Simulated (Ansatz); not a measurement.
System: MoS₂ (a slab or sheet, periodic in two directions).

The given structure:
```yaml
crystal:
  lattice:
    - [3.13568, 0.00000, 0.00000]
    - [-1.56784, 2.71558, 0.00000]
    - [0.00000, 0.00000, 32.41157]
  atoms:
    - { symbol: S, position: [0.00000, 0.00000, 0.45038] }
    - { symbol: Mo, position: [0.66667, 0.33333, 0.50000] }
    - { symbol: S, position: [0.33333, 0.66667, 0.54962] }
```

Computed with Ansatz 0.2.0: a free-standing sheet in an external electric field along +c, atoms held, the sheet is isolated along c, plane waves with PAW datasets, Γ-centred k mesh. Level: PBE with D3(BJ), no spin polarisation.

- wave cutoff: 420 eV
- k mesh: 18×18×1
- occupations: Gaussian
- smearing width: 0.1 eV
- cell kind: slab
- boundary: isolated

Predict the energy change against field along the normal. The field along the normal takes the values −0.20, 0.00, 0.10, 0.20, 0.35 V/Å.

A parabola through the points at small field, E = −pF − αF²/2, gives a polarisability α of 0.25 e·Å²/V per cell and a dipole p of 0.000 e·Å, zero within the fit. Among the computed points the energy change is highest at 0.00 V/Å and falls on both sides, to −4.94 meV/cell at −0.20 V/Å and −15.14 meV/cell at 0.35 V/Å, as the field polarises the system.

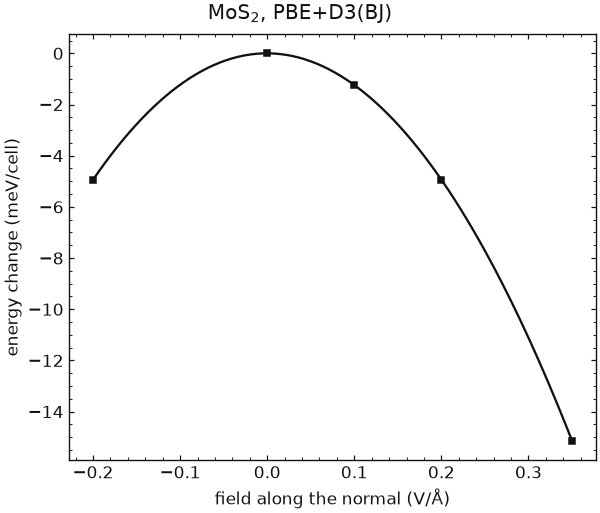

Caveats: xc potential rough in thin density.
